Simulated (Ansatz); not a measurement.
# Cd$_{7}$S: what the fields show

Input

```
crystal:
  lattice:
    - [3.6602689632, 0.0, 0.0]
    - [-1.8301344816, 3.1698859068, 0.0]
    - [0.0, 0.0, 17.0566471008]
  atoms:
    - { symbol: Cd, position: [0.6666666667, 0.3333333333, 0.9157399782] }
    - { symbol: Cd, position: [0.0, 0.0, 0.1428230231] }
    - { symbol: Cd, position: [0.0, 0.0, 0.6556721906] }
    - { symbol: Cd, position: [0.3333333333, 0.6666666667, 0.7863992818] }
    - { symbol: Cd, position: [0.3333333333, 0.6666666667, 0.2659785321] }
    - { symbol: Cd, position: [0.0, 0.0, 0.3935862938] }
    - { symbol: Cd, position: [0.3333333333, 0.6666666667, 0.5249353046] }
    - { symbol: S, position: [0.0, 0.0, 0.9968653958] }
basis:
  ecutwfc: 420
kpoints:
  mp_grid: { grid: [12, 12, 2] }
hamiltonian:
  xc: pbe
scf:
  occupations: { method: gaussian, width: 0.1 }
output:
  forces: true
  stress: true
  eigenvalues: true
  write_density: true
  write_potential: true
  elf: true
  volumetric_format: npy
relax:
  adjacent_minimum: "off"
  f_tol: 0.01
  max_steps: 80
  cell: { stress_tol: 0.05 }
```

Launched as:

```sh
ansatz run input.yaml --threads 1 --pin off --max-ram 2560MiB --backend cpu --events-out ev --progress --plain --runs-dir out
```

Below, planes, directions and counts refer to the conventional cell (a = 3.84 Å, b = 3.84 Å, c = 16.22 Å, α = 90.00°, β = 90.00°, γ = 120.00°).

The fields are those of the run's last geometry, not of the input's.

Space group P3m1; a generated structure, not necessarily the stable one.

All numbers below come from Ansatz 0.2.0, DFT PBE, scalar-relativistic, plane waves, PAW.

Core electrons are frozen (PAW), and the valence fields are smoothed inside the atomic spheres.

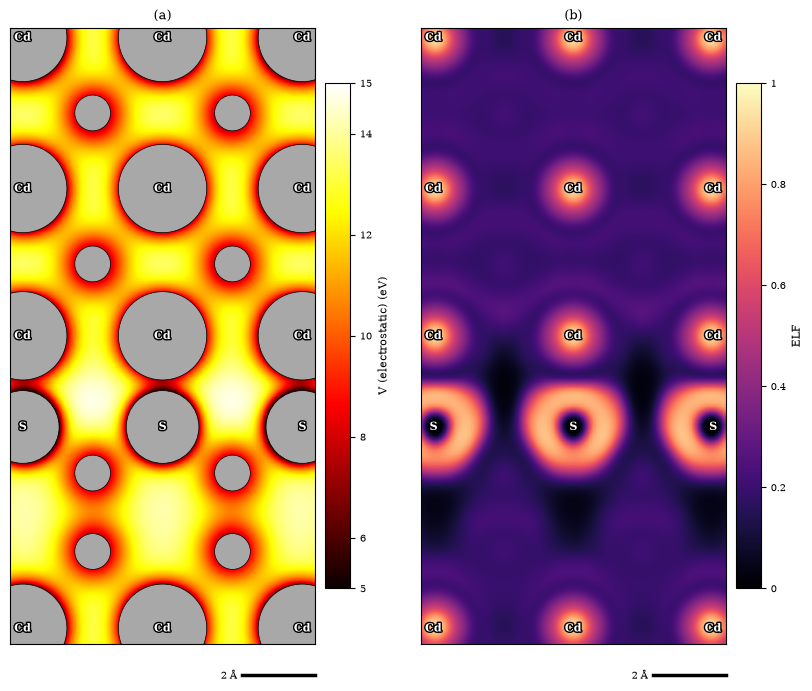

Figure 1. (a) electrostatic potential energy of an electron; (b) electron localisation function on the (100) plane of the conventional cell. Grey discs cover the atomic cores in the potential map.

### Describe what can be read from this map.

The plane passes through Cd and S nuclei.
Cd–S (2.50 Å): the ELF peaks at about 0.85 in the valence shell of S, 0.8 Å from its nucleus, and is about 0.35 at the midpoint.
The features right at Cd lie inside the PAW spheres, where the map follows smoothed inner orbitals and isn't to be read closely.
Outside the cores the potential energy rises away from the atoms and is highest about 2.0 Å from the nearest atoms; its zero is arbitrary.

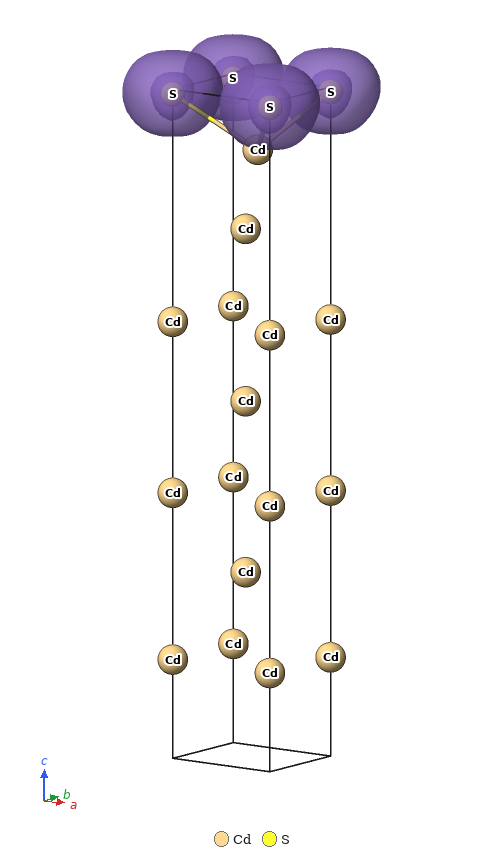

Figure 2. Isosurface of the electron localisation function at 0.7 (purple), seen slightly off an axis. Core shells and regions of very low density are left out. Sticks mark near contacts.

### Identify the bonds, lone pairs and shells in this picture.

The ELF exceeds this value in one region wrapped around S (its valence shell), counted in one cell of 8 atoms. Regions shared between cells count once. Profiles from the grid: Cd–S (2.55 Å): the ELF peaks at about 0.90 in the valence shell of S, 0.8 Å from its nucleus, and is about 0.30 at the midpoint.

### Metal or insulator at this level of theory?

It is metallic or semimetallic at this level of theory: no gap opens.
